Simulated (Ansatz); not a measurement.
## Single-point calculation of ZnSe

System: ZnSe (F-43m, 2 atoms in the cell).
Method: DFT PBE, scalar-relativistic, plane waves, PAW, no spin polarisation (Ansatz 0.2.0).

The structure derives from a Materials Project entry. It belongs to a series of runs on one base structure; here: band edges and mean potential of the bulk. Figures and captions count atoms from 1; the log counts them from 0 in places.

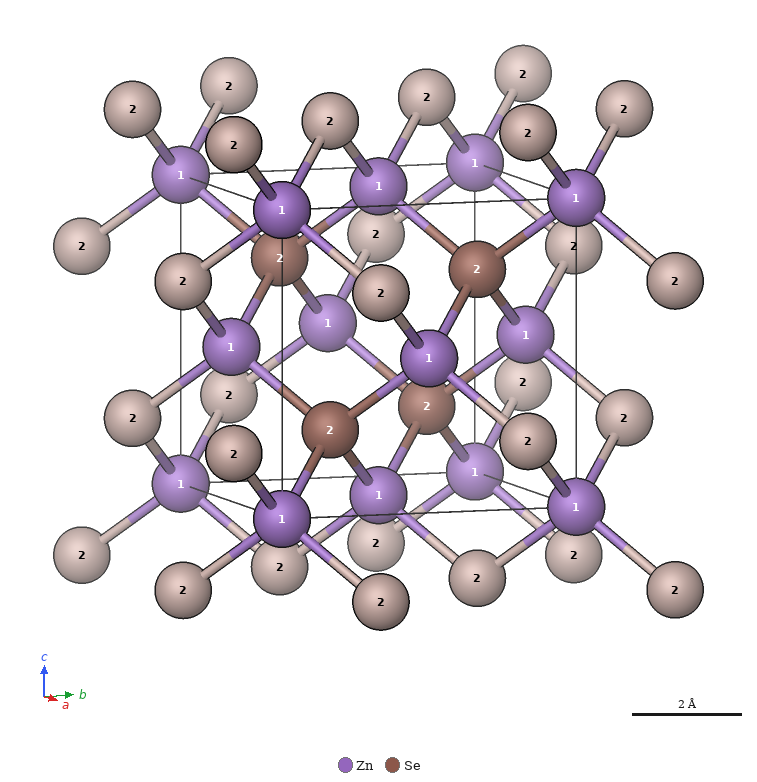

The structure as given in the input (ball-and-stick view of the cell 4 times as large as that of the calculation, set on its symmetry axes, seen slightly off an axis; neighbours outside the cell are drawn fainter; atoms are numbered from 1 in the order of the input). An atom can appear more than once, as a periodic image. Near neighbours in the periodic cell (some may lie outside the picture): Zn has 4 Se at 2.48 Å; Se has 4 Zn at 2.48 Å.

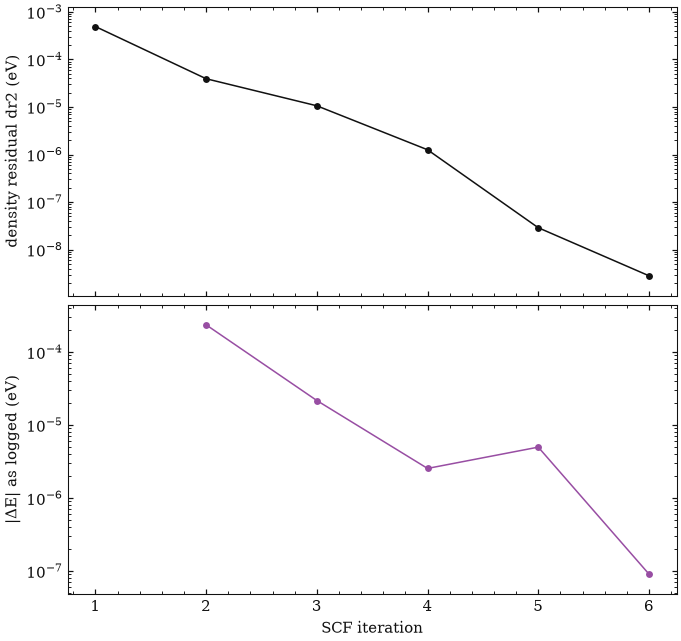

Convergence of the self-consistent field: density residual dr2 and size of the energy change against the SCF iteration. The residual falls at every step.

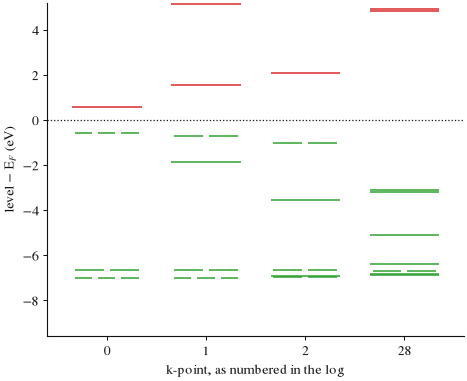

Kohn–Sham levels near the Fermi level (dotted) at the few k-points that the log prints; levels within 0.02 eV of each other stand side by side. Among these points the highest filled and lowest empty levels are 1.15 eV apart, which is the gap on the mesh.

The input that produced these results follows, with the program's output.

## Input file
```yaml
crystal:
  lattice:
    - [0.0, 2.8658805344, 2.8658805344]
    - [2.8658805344, 0.0, 2.8658805344]
    - [2.8658805344, 2.8658805344, 0.0]
  atoms:
    - { symbol: Zn, position: [0.0, 0.0, 0.0] }
    - { symbol: Se, position: [0.25, 0.25, 0.25] }
basis:
  ecutwfc: 420
kpoints:
  mp_grid: { grid: [8, 8, 8] }
  band_path: { path: [VBM, CBM], npoints: 2 }
hamiltonian:
  xc: pbe
scf:
  occupations: { method: gaussian, width: 0.02 }
output:
  forces: true
  stress: true
  eigenvalues: true
```

Launched with:
```bash
ansatz run input.yaml --threads 8 --pin off --max-ram 20480MiB --backend cpu --events-out ev --progress --plain --runs-dir out
```

## Output
```
Engine: ansatz 0.2.0, x86_64-unknown-linux-gnu
Pseudopotentials: kind: paw
Pseudopotential: Zn, paw, valence charge 12, recommended cutoff 420 eV (normal), Zn.paw.azcp
Pseudopotential: Se, paw, valence charge 16, recommended cutoff 420 eV (normal), Se.paw.azcp
Functional definition: PBE
  parameter kappa = 0.804
  parameter beta = 0.06672455060314922
  exchange = pbe_x(kappa = kappa, mu = beta*pi^2/3)
  correlation = pbe_c(beta = beta)
Crystal: 2 atoms, lattice volume = 47.077 Å³
Basis set: ecut = 420 eV, 941 PW (Γ), exchange–correlation on 60×60×60 points (8 copies of the dense FFT grid, shifted against one another)
Bands: 18, of which v1, the nominal top of the filled ones, is band 14 counted from 1 (13 counted from 0)
Symmetry: 24 space group operations
Space group: F-43m (ITA 216), of the structure as read, at distance tolerance 3.6e-5 Å
k-points: 29 of 512 (time reversal used)
Non-local potential: Zn, projectors of the file, l = 0: 2, l = 1: 2, l = 2: 3, l = 3: 1
Non-local potential: Se, projectors of the file, l = 0: 2, l = 1: 2, l = 2: 3, l = 3: 1
PAW form: soft (Blöchl's): semilocal exchange-correlation on the pseudo side does not see the compensation charge
PAW one-centre angular grid: Zn, 590 points (default); XC on 64 Gauss nodes
PAW one-centre angular grid: Se, 590 points (default); XC on 64 Gauss nodes
Initial density: superposition of atomic densities (neutral atoms: chi_scale 0, normalization atom), corrected by the library's trained network
Initial wavefunctions: pseudopotential atomic-orbital guess
Functional: x = pbe(κ = 0.804, μ = 0.2195149727645171), c = pbe(β = 0.06672455060314922)
SCF iter   1: F=—  HF=-8789.536567 eV  |F-HF|=—  |Δ(HF+E_count)|=         —  Δρ=7.92e-4  dr2=4.92e-4  ethr=1.77e-3  ⟨swp⟩=6.1  Hψ=2655  notcnv=0
preconditioner: auto → none  [insulator: Δε(μ)=1.147 eV  Ē_g=11.755 eV  σ=0.020 eV  W_gap=1.00  n_scr=14 (ndim 8)  ℏωp=23.0 eV  f_vac=0.132  D(μ)=0.00/eV (n_scr^D=0)  ε∞_Penn≈4.8]
SCF iter   2: F=—  HF=-8789.536331 eV  |F-HF|=—  |Δ(HF+E_count)|=   2.36e-4  Δρ=4.00e-4  dr2=3.93e-5  ethr=1.76e-6  ⟨swp⟩=2.1  Hψ=1053  notcnv=0
SCF iter   3: F=—  HF=-8789.536353 eV  |F-HF|=—  |Δ(HF+E_count)|=   2.17e-5  Δρ=1.84e-4  dr2=1.06e-5  ethr=1.40e-7  ⟨swp⟩=2.0  Hψ=754  notcnv=0
SCF iter   4: F=—  HF=-8789.536355 eV  |F-HF|=—  |Δ(HF+E_count)|=   2.55e-6  Δρ=7.73e-5  dr2=1.26e-6  ethr=3.80e-8  ⟨swp⟩=2.0  Hψ=754  notcnv=0
iter 5 did not close the SCF: its close was put off for the readings that it lacked (scf_convergence_deferred on its scf_iter line)
SCF iter   5: F=-8789.536360 eV  HF=-8789.536360 eV  |F-HF|=7.49e-8  |Δ(HF+E_count)|=   4.99e-6  Δρ=8.33e-6  dr2=2.89e-8  ethr=4.49e-9  ⟨swp⟩=2.0  Hψ=783  notcnv=0
SCF iter   6: F=-8789.536360 eV  HF=-8789.536360 eV  |F-HF|=2.03e-9  |Δ(HF+E_count)|=   9.12e-8  Δρ=2.80e-6  dr2=2.82e-9  ethr=1.03e-10  ⟨swp⟩=2.9  Hψ=1914  notcnv=0
SCF 1 converged in 6 iterations: F = -8789.536360 eV  dr2 = 2.82e-9
  greatest PAW one-centre occupation: 1.000 electrons in one spin orbital (limit 2), on the Se atom at site 1 (counted from 0), in its partial waves of l = 2
NSCF: frozen V_eff on 16 k-points
NSCF: frozen V_eff on 16 k-points
NSCF: frozen V_eff on 7 k-points
NSCF: frozen V_eff on 2 k-points
NSCF: frozen V_eff on 2 k-points
NSCF: frozen V_eff on 2 k-points
NSCF: frozen V_eff on 2 k-points
NSCF: frozen V_eff on 2 k-points
NSCF: frozen V_eff on 2 k-points
NSCF: frozen V_eff on 3 k-points
SCF converged after 6 iterations
Free energy (F): -8789.536360 eV
Harris-Foulkes:  -8789.536360 eV  (|F-HF|=2.03e-9)
Internal energy: -8789.536360 eV  (E = F + TS)
E sigma→0 (E₀):  -8789.536360 eV
Fermi energy:    6.901392 eV
--- Per-component energies (eV) ---
  E_band       = -391.592654
  E_kinetic    = 249.348095
  E_local      = -4441.494997  (includes V_loc(G=0)·N_el)
  E_nonlocal   = 18.687914
  E_hartree    = 2055.208799
  E_xc         = -241.035534
  E_vxc        = -149.663604  (∫ρ·V_xc dr)
  E_paw        = -3739.764965  (= ΣΔE_a)
  E_vpaw       = -178.884343  (= ΣTr[D̂ρ^β])
  E_aug_tail   = -0.000935  (compensation charges beyond the density's cutoff)
  E_ewald      = -2690.484737
  E_smearing   = -0.000000  (= −TS)
  E_closure    = -0.000000  (closes the sum)
  Σ components = -8789.536360   (vs F -8789.536360, Δ=0.00e0)
--- Forces (eV/Å), atoms counted from 1 ---
  atom   1  Zn     0.00000000    -0.00000000     0.00000000
  atom   2  Se    -0.00000000     0.00000000    -0.00000000
  max |Σ_I F_I| component: 1.71e-16 eV/Å
--- Stress (GPa, compression-positive) ---
        0.032274       0.000000      -0.000000
       -0.000000       0.032274       0.000000
       -0.000000       0.000000       0.032274
  P = ⅓ Tr σ = 0.0323 GPa (0.323 kbar)
--- Band table (eV; the first three rows and the last of 29) ---
  k-point 0: bands = ["-40.4590", "-40.4590", "-40.4590", "-40.4551", "-40.4551", "-6.7271", "-0.0995", "-0.0995", "-0.0995", "0.2415", "0.2415", "6.3239", "6.3239", "6.3239", "7.4785", "12.1430", "12.1430", "12.1430"]
  k-point 1: bands = ["-40.4590", "-40.4589", "-40.4589", "-40.4551", "-40.4551", "-6.6329", "-0.0907", "-0.0848", "-0.0848", "0.2403", "0.2403", "5.0283", "6.1814", "6.1814", "8.4733", "12.0593", "12.3854", "12.3854"]
  k-point 2: bands = ["-40.4589", "-40.4589", "-40.4589", "-40.4551", "-40.4551", "-6.3893", "-0.0526", "-0.0526", "-0.0325", "0.2417", "0.2417", "3.3646", "5.8751", "5.8751", "8.9830", "12.7531", "12.7531", "12.7942"]
  k-point 28: bands = ["-40.4589", "-40.4589", "-40.4587", "-40.4551", "-40.4550", "-5.7422", "0.0155", "0.0905", "0.2138", "0.2155", "0.5153", "1.8032", "3.6996", "3.8172", "11.7196", "11.8073", "13.2178", "14.0403"]
```

## Summary

```json
{"quantity": "outcome", "value": "converged"}
{"quantity": "space group (tolerance 0.01 Å)", "value": "F-43m (216)"}
{"quantity": "electrons treated", "value": "28"}
{"quantity": "free energy", "value": "−8789.5364 eV"}
{"quantity": "Fermi energy", "value": "6.901 eV"}
{"quantity": "gap on the k-point mesh", "value": "1.15 eV"}
{"quantity": "gap on the band path", "value": "1.15 eV"}
{"quantity": "pressure", "value": "0.03 GPa"}
{"quantity": "largest force (length of the vector)", "value": "under 0.001 eV/Å"}
{"quantity": "hardware", "value": "8 threads of AMD EPYC (Zen 3), 192 GiB of memory available, shared host"}
{"quantity": "wall time", "value": "2.4 s (CPU time 10 s)"}
{"quantity": "peak memory", "value": "0.44 GiB"}
```
